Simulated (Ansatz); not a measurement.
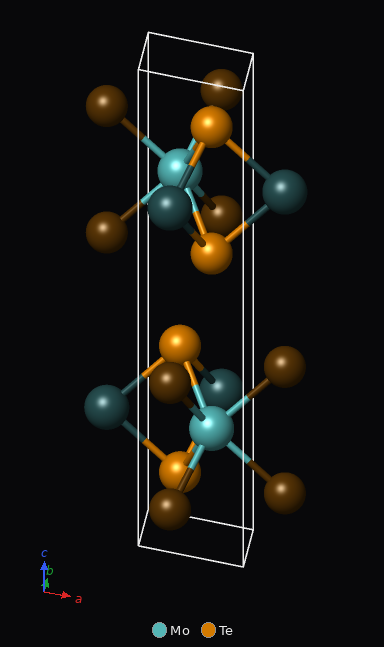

This ball-and-stick model is shown from a general direction. The unit cell is outlined; an atom on or near a face, edge or corner is repeated at each equivalent position. Atoms of adjacent cells appear where they bond to atoms in the box, in fainter colours.

Te$_{2}$Mo, a = 3.50 Å, b = 3.50 Å, c = 13.69 Å, α = 90.00°, β = 90.00°, γ = 120.00°.

The numbers come from DFT PBE+D3(BJ), scalar-relativistic, plane waves, PAW (Ansatz 0.2.0), using E_cut = 420 eV, k-point mesh 9×9×2, Gaussian smearing of 0.02 eV, no spin polarisation.

What does the calculation say: metal or gapped?

Answer. A semiconductor at this level, with a gap of 0.67 eV on the k-mesh (the true edges may lie between mesh points, so the gap can be somewhat smaller).

The model was built from a structure listed in the Materials Project, with elements exchanged, so it need not be a known form of the compound. The picture shows the end point of a geometry optimisation with Ansatz, DFT PBE+D3(BJ), scalar-relativistic, plane waves, PAW.
